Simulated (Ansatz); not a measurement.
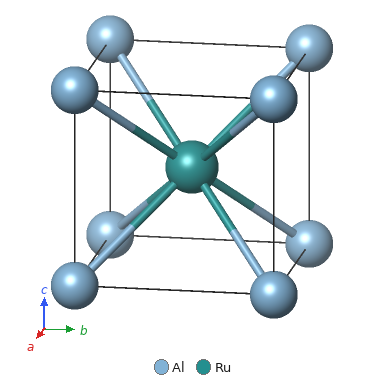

System: AlRu, space group Pm-3m (No. 221). The picture shows the cell.

Structure:
```yaml
crystal:
  lattice:
    - [2.99160, 0.00000, 0.00000]
    - [0.00000, 2.99160, 0.00000]
    - [0.00000, 0.00000, 2.99160]
  atoms:
    - { symbol: Al, position: [0.00000, 0.00000, 0.00000] }
    - { symbol: Ru, position: [0.50000, 0.50000, 0.50000] }
```

Calculation (Ansatz 0.2.0): all atoms of one element of a crystal moved along a line, all else fixed, by plane-wave density functional theory with PAW datasets, free energies less that of the undisturbed cell, pressure positive in compression; scalar-relativistic. Level: PBE, no spin polarisation.

```tsv
setting	value
wave cutoff	420 eV
k mesh	16×16×16
occupations	Gaussian
smearing width	0.15 eV
k shift	(0, 0, 0) (mesh steps)
start	as given
moved element	Al
direction	(0, 1, 0) (Cartesian unit vector)
```

The points at displacement −0.075, −0.025, 0.05 and 0.1 follow from computed ones by symmetry.

Predict the energy change, force along the direction (sum over moved atoms) and pressure against displacement. The displacement takes the values −0.1000, −0.0750, −0.0500, −0.0250, 0.0000, 0.0125, 0.0250, 0.0375, 0.0500, 0.0625, 0.0750, 0.0875, 0.1000 Å.

The energy rises on both sides of the starting structure, which is therefore a minimum along this path. The energy change is 0.0389 eV/cell at displacement −0.1000 Å and 0.0389 eV/cell at 0.1000 Å; the lowest computed point is at displacement 0.0000 Å (0.0000 eV/cell). The force along the direction (sum over moved atoms) falls from 0.78 eV/Å at displacement −0.1000 Å to −0.78 eV/Å at 0.1000 Å, and changes sign near 0.000 Å. The pressure goes from 3.392 GPa at displacement −0.1000 Å to 3.392 GPa at 0.1000 Å, not monotonically, with a low of 2.629 GPa at 0.0000 Å.

```csv
displacement (Å),energy change (eV/cell),force along the direction (sum over moved atoms) (eV/Å),pressure (GPa)
-0.1000,0.0389,0.78,3.392
-0.0750,0.0219,0.58,3.058
-0.0500,0.0097,0.39,2.820
-0.0250,0.0024,0.19,2.677
0.0000,0.0000,0.00,2.629
0.0125,0.0006,-0.10,2.641
0.0250,0.0024,-0.19,2.677
0.0375,0.0055,-0.29,2.736
0.0500,0.0097,-0.39,2.820
0.0625,0.0152,-0.49,2.927
0.0750,0.0219,-0.58,3.058
0.0875,0.0298,-0.68,3.213
0.1000,0.0389,-0.78,3.392
```

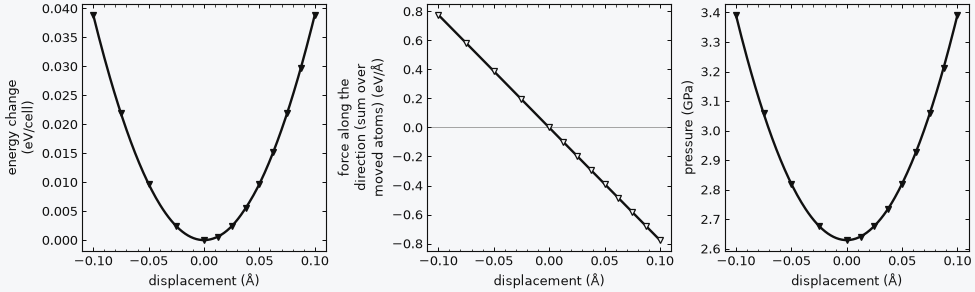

Note: reference crystal is not relaxed.
